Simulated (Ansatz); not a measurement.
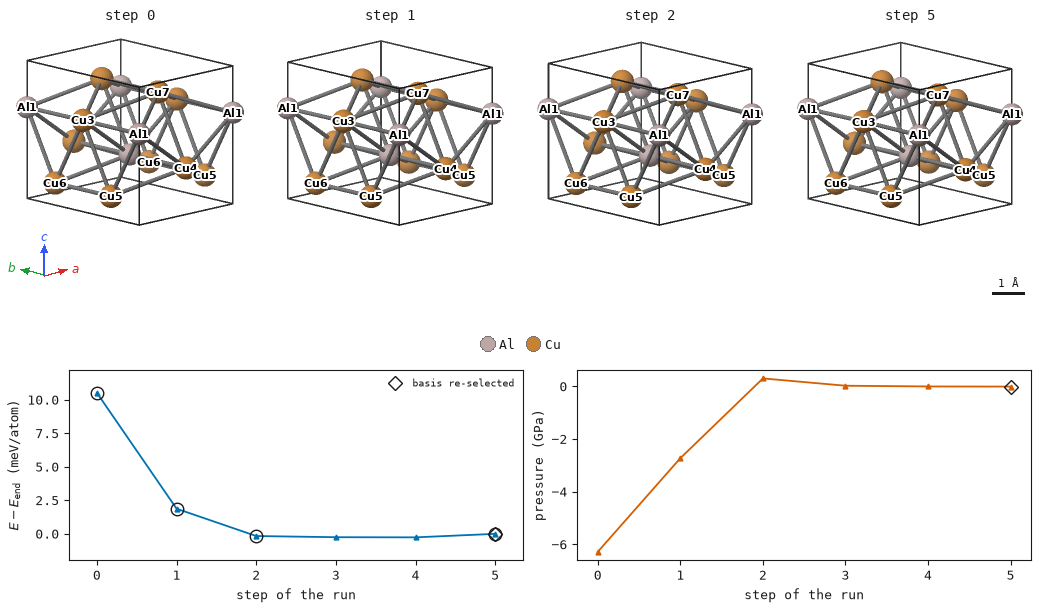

Frames of a relaxation of crystalline AlCu₃ (set up in Pmmn), marked on the history of the run. Style: ball-and-stick. Shown: the cell of the calculation, from a free direction.

Level of theory: Ansatz, DFT LDA, scalar-relativistic, plane waves, PAW.

The input:
```yaml
crystal:
  lattice:
    - [4.1725144, 0.0, 0.0]
    - [0.0, 5.10701746, 0.0]
    - [0.0, 0.0, 4.51171531]
  atoms:
    - { symbol: Al, position: [0.0, 0.0, 0.66111] }
    - { symbol: Al, position: [0.5, 0.5, 0.33889] }
    - { symbol: Cu, position: [0.0, 0.5, 0.66267495] }
    - { symbol: Cu, position: [0.5, 0.0, 0.33732505] }
    - { symbol: Cu, position: [0.0, 0.25094031, 0.16006468] }
    - { symbol: Cu, position: [0.0, 0.74905969, 0.16006468] }
    - { symbol: Cu, position: [0.5, 0.24905969, 0.83993532] }
    - { symbol: Cu, position: [0.5, 0.75094031, 0.83993532] }
basis:
  ecutwfc: 420
kpoints:
  mp_grid: { grid: [8, 8, 8] }
hamiltonian:
  xc: lda
scf:
  occupations: { method: gaussian, width: 0.1 }
output:
  forces: true
  stress: true
  eigenvalues: true
  write_density: true
  write_potential: true
  elf: true
  volumetric_format: npy
relax:
  adjacent_minimum: "off"
  f_tol: 0.005
  max_steps: 80
  cell: { stress_tol: 0.05 }
```

Run as
```bash
ansatz run input.yaml --threads 4 --pin off --max-ram 12288MiB --backend cpu --events-out ev --progress --plain --runs-dir out
```

Question: What happens along the run?

Answer: The energy falls by 10.5 meV per atom in 4 accepted moves (5 points after the start). Largest force component: 0.093 eV/Å at the start, 0.0013 eV/Å at the end. The pressure goes from −6.28 to −0.01 GPa. At 1 point the geometry stayed and the basis and grid were re-selected for the new cell (energy shift of 0.3 meV per atom at most each time). The largest moves relative to the cell, 0.025 Å, are those of Cu3 and Cu4. Cu4 goes along −c. Largest moves by element: Cu 0.025 Å, Al 0.013 Å. Cell: a 4.173 → 4.127 Å (−1.1 %), b 5.107 → 5.057 Å (−1.0 %), c 4.512 → 4.420 Å (−2.0 %). Volume −4.0 %. Near-neighbour distances that change, for instance: Cu3–Cu5 2.579 → 2.526 Å, Al1–Cu5 2.599 → 2.550 Å, Al1–Cu7 2.573 → 2.534 Å, Cu3–Cu5 (another image) 2.600 → 2.562 Å. The space group stays Pmmn (No. 59). The run took 69 s on 4 threads of Oxide Virtual Turin-like Processor (Zen 5) (shared host), peak memory 0.96 GiB. From step 0 to 1: volume −2.4 %, energy −8.6 meV per atom. From step 1 to 2: volume −1.9 %, energy −2.0 meV per atom. From step 2 to 5: volume +0.2 %, energy +0.2 meV per atom.
